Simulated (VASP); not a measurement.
## Geometry relaxation of Ge (part 2 of 2)

Ge (1 atom in the cell); Kohn-Sham DFT of a periodic cell, PBEsol, VASP PAW PBE potentials, recommended, no spin polarisation (VASP 6.6.1); cutoff 600 eV, 20×20×20 k-mesh, Gaussian smearing of 0.1 eV. The structure was made by swapping elements on the sites of another compound; it need not be a known phase. It belongs to a series of runs on one base structure; here: trigonal selenium type (P3_121, No. 152).

Geometry of the input (Å; fractional positions):
```
2.6597  0.0000  0.0000
0.0000  2.6597  0.0000
0.0000  0.0000  2.6597
Ge 0.5000  0.5000  0.5000
```

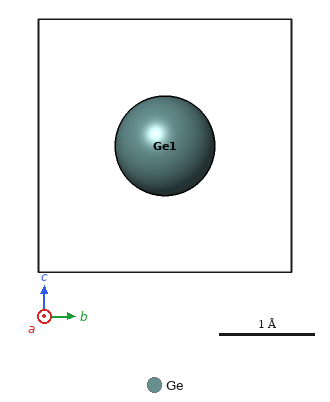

**Figure 1.** The geometry at step 6 of the log (ball-and-stick view of the cell of the calculation, along the a axis; atoms are numbered from 1 in the order of the input).

## Parts of OUTCAR, continued
```
 -----------------------------------------------------------------------------------
      1.32984      1.32984      1.32984         0.000000      0.000000      0.000000
 -----------------------------------------------------------------------------------
    total drift:                                0.000000     -0.000000     -0.000000

  FREE ENERGIE OF THE ION-ELECTRON SYSTEM (eV)
  ---------------------------------------------------
  free  energy   TOTEN  =        -4.7433793363 eV

  energy  without entropy=       -4.7410959226  energy(sigma->0) =       -4.74223763

--------------------------------------- Ionic step        2  -------------------------------------------

 number of electron      13.9999995 magnetization

------------------------ aborting loop because EDIFF is reached ----------------------------------------

  FORCE on cell =-STRESS in cart. coord.  units (eV):
  Direction    XX          YY          ZZ          XY          YZ          ZX
  --------------------------------------------------------------------------------------
  -------------------------------------------------------------------------------------
  Total       -0.0193952     -0.0193952     -0.0193952     -0.0000000      0.0000000      0.0000000
  in kB       -1.6470076     -1.6470076     -1.6470076     -0.0000000      0.0000000      0.0000000
  external PRESSURE =      -1.6470076 kB  Pullay stress =       0.0000000 kB

 VOLUME and BASIS-vectors are now :
 -----------------------------------------------------------------------------
  energy-cutoff  :      600.00
  volume of cell :       18.87
      direct lattice vectors                 reciprocal lattice vectors
     2.662174617 -0.000000000  0.000000000     0.375632760 -0.000000000  0.000000000
     0.000000000  2.662174617  0.000000000     0.000000000  0.375632760 -0.000000000
     0.000000000  0.000000000  2.662174617    -0.000000000 -0.000000000  0.375632760

 POSITION                                       TOTAL-FORCE (eV/Angst)
 -----------------------------------------------------------------------------------
      1.33109      1.33109      1.33109        -0.000000      0.000000      0.000000
 -----------------------------------------------------------------------------------
    total drift:                                0.000000     -0.000000     -0.000000

  FREE ENERGIE OF THE ION-ELECTRON SYSTEM (eV)
  ---------------------------------------------------
  free  energy   TOTEN  =        -4.7435697783 eV

  energy  without entropy=       -4.7412754347  energy(sigma->0) =       -4.74242261

--------------------------------------- Ionic step        3  -------------------------------------------

 number of electron      13.9999995 magnetization

------------------------ aborting loop because EDIFF is reached ----------------------------------------

  FORCE on cell =-STRESS in cart. coord.  units (eV):
  Direction    XX          YY          ZZ          XY          YZ          ZX
  --------------------------------------------------------------------------------------
  -------------------------------------------------------------------------------------
  Total        0.0779726      0.0779726      0.0779726      0.0000000      0.0000000     -0.0000000
  in kB        6.6221368      6.6221368      6.6221368      0.0000000      0.0000000     -0.0000000
  external PRESSURE =       6.6221368 kB  Pullay stress =       0.0000000 kB

 VOLUME and BASIS-vectors are now :
 -----------------------------------------------------------------------------
  energy-cutoff  :      600.00
  volume of cell :       18.86
      direct lattice vectors                 reciprocal lattice vectors
     2.662061606 -0.000000000  0.000000000     0.375648707 -0.000000000  0.000000000
     0.000000000  2.662061606  0.000000000     0.000000000  0.375648707 -0.000000000
     0.000000000  0.000000000  2.662061606    -0.000000000 -0.000000000  0.375648707

 POSITION                                       TOTAL-FORCE (eV/Angst)
 -----------------------------------------------------------------------------------
      1.33103      1.33103      1.33103        -0.000000      0.000000      0.000000
 -----------------------------------------------------------------------------------
    total drift:                                0.000000     -0.000000     -0.000000

  FREE ENERGIE OF THE ION-ELECTRON SYSTEM (eV)
  ---------------------------------------------------
  free  energy   TOTEN  =        -4.7435624575 eV

  energy  without entropy=       -4.7412685658  energy(sigma->0) =       -4.74241551

[... ionic steps 4 to 9 ...]

--------------------------------------- Ionic step       10  -------------------------------------------

 number of electron      13.9999994 magnetization

------------------------ aborting loop because EDIFF is reached ----------------------------------------

  FORCE on cell =-STRESS in cart. coord.  units (eV):
  Direction    XX          YY          ZZ          XY          YZ          ZX
  --------------------------------------------------------------------------------------
  -------------------------------------------------------------------------------------
  Total        0.0318260      0.0318260      0.0318260      0.0000000      0.0000000     -0.0000000
  in kB        2.6953453      2.6953453      2.6953453      0.0000000      0.0000000     -0.0000000
  external PRESSURE =       2.6953453 kB  Pullay stress =       0.0000000 kB

 VOLUME and BASIS-vectors are now :
 -----------------------------------------------------------------------------
  energy-cutoff  :      600.00
  volume of cell :       18.92
      direct lattice vectors                 reciprocal lattice vectors
     2.664562335 -0.000000000  0.000000000     0.375296155 -0.000000000 -0.000000000
     0.000000000  2.664562335  0.000000000     0.000000000  0.375296155 -0.000000000
     0.000000000  0.000000000  2.664562335    -0.000000000 -0.000000000  0.375296155

 POSITION                                       TOTAL-FORCE (eV/Angst)
 -----------------------------------------------------------------------------------
      1.33228      1.33228      1.33228        -0.000000      0.000000      0.000000
 -----------------------------------------------------------------------------------
    total drift:                                0.000000     -0.000000     -0.000000

  FREE ENERGIE OF THE ION-ELECTRON SYSTEM (eV)
  ---------------------------------------------------
  free  energy   TOTEN  =        -4.7436839282 eV

  energy  without entropy=       -4.7413799904  energy(sigma->0) =       -4.74253196

--------------------------------------- Ionic step       11  -------------------------------------------

 number of electron      13.9999994 magnetization

------------------------ aborting loop because EDIFF is reached ----------------------------------------

  FORCE on cell =-STRESS in cart. coord.  units (eV):
  Direction    XX          YY          ZZ          XY          YZ          ZX
  --------------------------------------------------------------------------------------
  -------------------------------------------------------------------------------------
  Total        0.0241533      0.0241533      0.0241533     -0.0000000     -0.0000000      0.0000000
  in kB        2.0446195      2.0446195      2.0446195     -0.0000000     -0.0000000      0.0000000
  external PRESSURE =       2.0446195 kB  Pullay stress =       0.0000000 kB

 VOLUME and BASIS-vectors are now :
 -----------------------------------------------------------------------------
  energy-cutoff  :      600.00
  volume of cell :       18.93
      direct lattice vectors                 reciprocal lattice vectors
     2.664966447 -0.000000000  0.000000000     0.375239246 -0.000000000 -0.000000000
     0.000000000  2.664966447  0.000000000     0.000000000  0.375239246 -0.000000000
     0.000000000  0.000000000  2.664966447    -0.000000000 -0.000000000  0.375239246

 POSITION                                       TOTAL-FORCE (eV/Angst)
 -----------------------------------------------------------------------------------
      1.33248      1.33248      1.33248        -0.000000      0.000000      0.000000
 -----------------------------------------------------------------------------------
    total drift:                                0.000000     -0.000000     -0.000000

  FREE ENERGIE OF THE ION-ELECTRON SYSTEM (eV)
  ---------------------------------------------------
  free  energy   TOTEN  =        -4.7436969519 eV

  energy  without entropy=       -4.7413914589  energy(sigma->0) =       -4.74254421

--------------------------------------- Ionic step       12  -------------------------------------------

 number of electron      13.9999994 magnetization

 Free energy of the ion-electron system (eV)
  ---------------------------------------------------
  ext. energy  EPLUGINS =         0.00000000
  ---------------------------------------------------
  free energy    TOTEN  =        -4.74370045 eV

  energy without entropy =       -4.74139450  energy(sigma->0) =       -4.74254747

 E-fermi :   6.2929     XC(G=0): -11.3190     alpha+bet :-12.4567

 val. band max:        6.2555502970   @ k =   0.5000   0.5000   0.5000
 cond. band min:       6.2929404914   @ k =   0.3500   0.3500   0.3000
 fundamental gap:      0.0373901945
 Fermi energy:         6.2928508775

 k-point     1 :       0.0000    0.0000    0.0000
  band No.  band energies     occupation
      1     -18.3245      2.00000
      2     -18.3245      2.00000
      3     -18.0404      2.00000
      4     -18.0404      2.00000
      5     -18.0404      2.00000
      6      -6.8429      2.00000
      7      13.1598      0.00000
      8      13.1598      0.00000
      9      13.1598      0.00000
     10      16.5464      0.00000
     11      16.5464      0.00000

 k-point     2 :       0.0500    0.0000    0.0000
  band No.  band energies     occupation
      1     -18.3241      2.00000
      2     -18.3191      2.00000
      3     -18.0422      2.00000
      4     -18.0422      2.00000
      5     -18.0403      2.00000
      6      -6.7919      2.00000
      7      12.3010      0.00000
      8      13.2095      0.00000
      9      13.2095      0.00000
     10      16.5915      0.00000
     11      17.2357      0.00000

 k-point     3 :       0.1000    0.0000    0.0000
  band No.  band energies     occupation
      1     -18.3230      2.00000
      2     -18.3035      2.00000
      3     -18.0476      2.00000
      4     -18.0476      2.00000
      5     -18.0398      2.00000
      6      -6.6390      2.00000
      7      10.7020      0.00000
      8      13.3577      0.00000
      9      13.3577      0.00000
     10      16.7264      0.00000
     11      18.0757      0.00000

 k-point     4 :       0.1500    0.0000    0.0000
  band No.  band energies     occupation
      1     -18.3212      2.00000
      2     -18.2791      2.00000
      3     -18.0558      2.00000
      4     -18.0558      2.00000
      5     -18.0391      2.00000
      6      -6.3846      2.00000
      7       8.9994      0.00000
      8      13.6005      0.00000
      9      13.6005      0.00000
     10      16.9505      0.00000
     11      18.5497      0.00000

 k-point     5 :       0.2000    0.0000    0.0000
  band No.  band energies     occupation
      1     -18.3190      2.00000
      2     -18.2486      2.00000
      3     -18.0662      2.00000
      4     -18.0662      2.00000
      5     -18.0383      2.00000
      6      -6.0299      2.00000
      7       7.3311      0.00000
      8      13.9310      0.00000
      9      13.9310      0.00000
     10      17.2619      0.00000
     11      18.9426      0.00000

 [... the levels of 18 k-points are left out ...]

 k-point    24 :       0.2000    0.1000    0.0000
  band No.  band energies     occupation
      1     -18.3042      2.00000
      2     -18.2402      2.00000
      3     -18.0746      2.00000
      4     -18.0655      2.00000
      5     -18.0453      2.00000
      6      -5.8264      2.00000
      7       7.5141      0.00000
      8      11.5267      0.00000
      9      14.1291      0.00000
     10      18.1649      0.00000
     11      20.8773      0.00000

 [... further k-points ...]

------------------------ aborting loop because EDIFF is reached ----------------------------------------

  FORCE on cell =-STRESS in cart. coord.  units (eV):
  Direction    XX          YY          ZZ          XY          YZ          ZX
  --------------------------------------------------------------------------------------
  -------------------------------------------------------------------------------------
  Total        0.0047032      0.0047032      0.0047032     -0.0000000     -0.0000000      0.0000000
  in kB        0.3980836      0.3980836      0.3980836     -0.0000000     -0.0000000      0.0000000
  external PRESSURE =       0.3980836 kB  Pullay stress =       0.0000000 kB

 VOLUME and BASIS-vectors are now :
 -----------------------------------------------------------------------------
  energy-cutoff  :      600.00
  volume of cell :       18.93
      direct lattice vectors                 reciprocal lattice vectors
     2.665086623 -0.000000000  0.000000000     0.375222325 -0.000000000 -0.000000000
     0.000000000  2.665086623  0.000000000     0.000000000  0.375222325 -0.000000000
     0.000000000  0.000000000  2.665086623    -0.000000000 -0.000000000  0.375222325

 POSITION                                       TOTAL-FORCE (eV/Angst)
 -----------------------------------------------------------------------------------
      1.33254      1.33254      1.33254        -0.000000      0.000000      0.000000
 -----------------------------------------------------------------------------------
    total drift:                                0.000000     -0.000000     -0.000000

  FREE ENERGIE OF THE ION-ELECTRON SYSTEM (eV)
  ---------------------------------------------------
  free  energy   TOTEN  =        -4.7437004471 eV

  energy  without entropy=       -4.7413944988  energy(sigma->0) =       -4.74254747

 reached required accuracy - stopping structural energy minimisation
```

## CONTCAR
```
Ge
   1.00000000000000
     2.6650866230303460   -0.0000000000000000    0.0000000000000000
     0.0000000000000000    2.6650866230303460    0.0000000000000000
     0.0000000000000000    0.0000000000000000    2.6650866230303460
  Ge
     1
Direct
     0.5000000000000000    0.5000000000000000    0.5000000000000000

  0.00000000E+00  0.00000000E+00  0.00000000E+00
```

## Trajectory as extended XYZ (Å, eV, eV/Å), 12 frames, from step=0 to step=11
```
1
Lattice="2.6597 0.0000 0.0000 0.0000 2.6597 0.0000 0.0000 0.0000 2.6597" Properties=species:S:1:pos:R:3:forces:R:3 step=0 energy=-4.74338
Ge    1.3298    1.3298    1.3298    0.0000   0.0000   0.0000
1
Lattice="2.6622 -0.0000 0.0000 0.0000 2.6622 0.0000 0.0000 0.0000 2.6622" Properties=species:S:1:pos:R:3:forces:R:3 step=1 energy=-4.74357
Ge    1.3311    1.3311    1.3311    0.0000   0.0000   0.0000
1
Lattice="2.6621 -0.0000 0.0000 0.0000 2.6621 0.0000 0.0000 0.0000 2.6621" Properties=species:S:1:pos:R:3:forces:R:3 step=2 energy=-4.74356
Ge    1.3310    1.3310    1.3310    0.0000   0.0000   0.0000
1
Lattice="2.6621 -0.0000 0.0000 0.0000 2.6621 0.0000 0.0000 0.0000 2.6621" Properties=species:S:1:pos:R:3:forces:R:3 step=3 energy=-4.74357
Ge    1.3311    1.3311    1.3311    0.0000   0.0000   0.0000
1
Lattice="2.6629 -0.0000 0.0000 0.0000 2.6629 0.0000 0.0000 0.0000 2.6629" Properties=species:S:1:pos:R:3:forces:R:3 step=4 energy=-4.74361
Ge    1.3314    1.3314    1.3314    0.0000   0.0000   0.0000
1
Lattice="2.6630 -0.0000 0.0000 0.0000 2.6630 0.0000 0.0000 0.0000 2.6630" Properties=species:S:1:pos:R:3:forces:R:3 step=5 energy=-4.74362
Ge    1.3315    1.3315    1.3315    0.0000   0.0000   0.0000
1
Lattice="2.6633 -0.0000 0.0000 0.0000 2.6633 0.0000 0.0000 0.0000 2.6633" Properties=species:S:1:pos:R:3:forces:R:3 step=6 energy=-4.74363
Ge    1.3317    1.3317    1.3317    0.0000   0.0000   0.0000
1
Lattice="2.6640 -0.0000 0.0000 0.0000 2.6640 0.0000 0.0000 0.0000 2.6640" Properties=species:S:1:pos:R:3:forces:R:3 step=7 energy=-4.74366
Ge    1.3320    1.3320    1.3320    0.0000   0.0000   0.0000
1
Lattice="2.6652 -0.0000 0.0000 0.0000 2.6652 0.0000 0.0000 0.0000 2.6652" Properties=species:S:1:pos:R:3:forces:R:3 step=8 energy=-4.74370
Ge    1.3326    1.3326    1.3326    0.0000   0.0000   0.0000
1
Lattice="2.6646 -0.0000 0.0000 0.0000 2.6646 0.0000 0.0000 0.0000 2.6646" Properties=species:S:1:pos:R:3:forces:R:3 step=9 energy=-4.74368
Ge    1.3323    1.3323    1.3323    0.0000   0.0000   0.0000
1
Lattice="2.6650 -0.0000 0.0000 0.0000 2.6650 0.0000 0.0000 0.0000 2.6650" Properties=species:S:1:pos:R:3:forces:R:3 step=10 energy=-4.74370
Ge    1.3325    1.3325    1.3325    0.0000   0.0000   0.0000
1
Lattice="2.6651 -0.0000 0.0000 0.0000 2.6651 0.0000 0.0000 0.0000 2.6651" Properties=species:S:1:pos:R:3:forces:R:3 step=11 energy=-4.74370
Ge    1.3325    1.3325    1.3325    0.0000   0.0000   0.0000
```

## Summary

```json
{"quantity": "outcome", "value": "converged"}
{"quantity": "space group (tolerance 0.01 Å)", "value": "Pm-3m (221)"}
{"quantity": "electrons treated", "value": "14"}
{"quantity": "free energy", "value": "−4.7437 eV"}
{"quantity": "gap on the k-point mesh", "value": "none (metallic)"}
{"quantity": "pressure", "value": "0.04 GPa"}
{"quantity": "final volume", "value": "18.93 Å³"}
{"quantity": "largest force (length of the vector) at the end", "value": "under 0.001 eV/Å"}
{"quantity": "final cell", "value": "a = 2.665 Å, b = 2.665 Å, c = 2.665 Å, α = 90.00°, β = 90.00°, γ = 90.00°"}
{"quantity": "wall time", "value": "2.9 min"}
{"quantity": "peak memory", "value": "0.2 GiB"}
```
